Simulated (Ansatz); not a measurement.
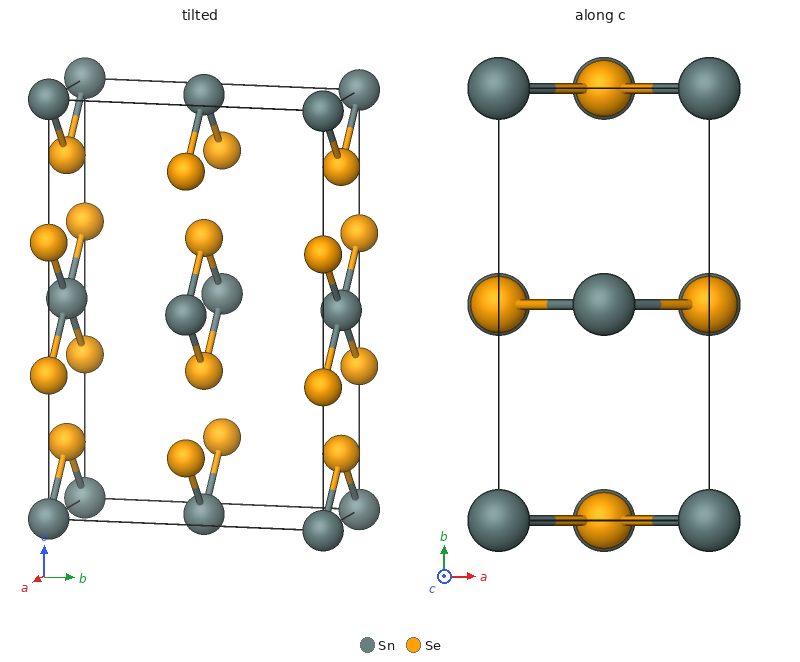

The crystal in a ball-and-stick representation, seen slightly off an axis and along the c axis. The wireframe shows the conventional unit cell. Cell: a = 3.89 Å, b = 7.98 Å, c = 11.93 Å, α = 90.00°, β = 90.00°, γ = 90.00°.

The model was built from a random cell made by a generator, so it need not be a real form of the compound. Earlier steps of the study may have refined or changed the cell and positions. A calculation with Ansatz used it as input.

Q: Explain the picture.

A: It has the composition SnSe2. It is face-centred orthorhombic, space group Fmmm (No. 69). Content of the cell: 4 Sn, 8 Se (Z = 4). Around each Sn lie four Se in a square planar arrangement at about 2.7 Å. Around each Se lie two Sn in a bent arrangement at about 2.7 Å. The bonds build SnSe2 chains along [100].

Run with DFT PBE, scalar-relativistic, plane waves, PAW in Ansatz 0.2.0 and these settings: plane waves up to 420 eV, k-points about 0.13 Å⁻¹ apart, Gaussian smearing of 0.1 eV, no spin polarisation.

Q: How large a gap does the method give, if there is one?

A: A metal: bands cross the Fermi level.

Q: How are the electrons shared out in a Bader analysis?

A: Sn +0.94 e; Se -0.47 e.

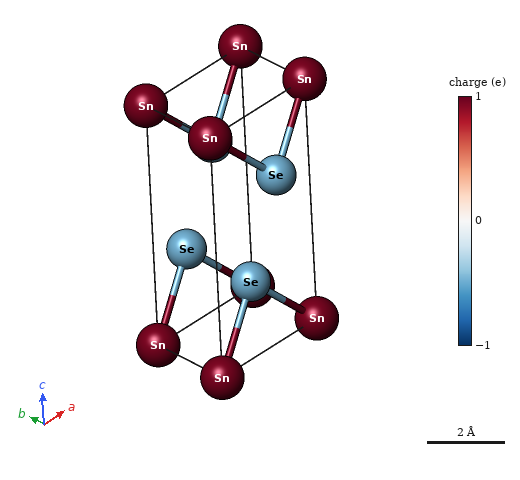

The atoms coloured by those charges. The run's cell of 3 atoms is drawn in a reduced setting, so axes and origin can differ from the first picture.

Q: Is this an equilibrium geometry for the method given?

A: Yes. The largest force is 0.01 eV/Å. The pressure is 0.0 GPa, close to zero.
